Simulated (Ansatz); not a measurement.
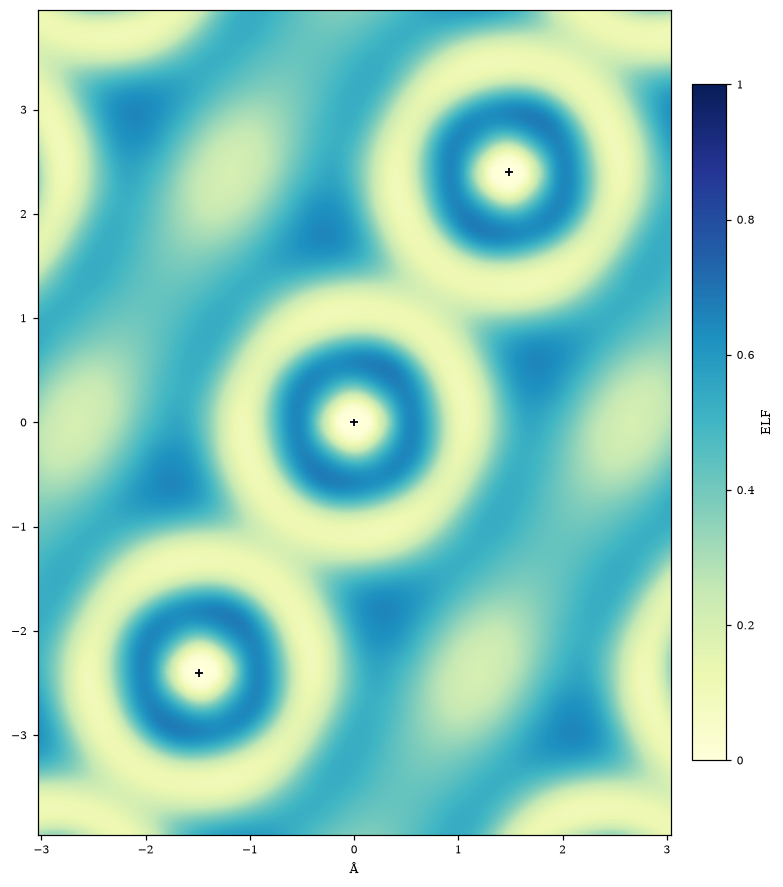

The ELF on a plane through atoms (crosses mark nuclei in the plane).

All numbers below come from Ansatz 0.2.0, DFT r2SCAN, scalar-relativistic, plane waves, PAW.

Candidates:
A. P, a = 5.93 Å, b = 20.62 Å, c = 6.65 Å, α = 90.00°, β = 104.68°, γ = 90.00°. Space group Pm; a structure from a database of computed crystals, not necessarily the ambient phase; changed on purpose from its base cell (strain +0.050 along x and y, +0.050 along z, atoms carried along); not relaxed (largest force 1.3 eV/Å); computed pressure about −2 GPa in this cell.
B. Ti, a = 5.37 Å, b = 5.37 Å, c = 5.37 Å, α = 94.88°, β = 94.88°, γ = 94.88°. Space group P6/mmm; a structure from a database of computed crystals, not necessarily the ambient phase; computed without spin polarisation.
C. CaF$_{2}$, a = 3.86 Å, b = 3.86 Å, c = 9.46 Å, α = 90.00°, β = 90.00°, γ = 60.00°. Space group Fm-3m.

Which system is this?

Answer. Candidate B: Ti on the (11̄0) plane of the calculation cell, which holds Ti. Ti–Ti (2.82 Å): the ELF is about 0.20 at the midpoint; no shared electron pair shows on this line.
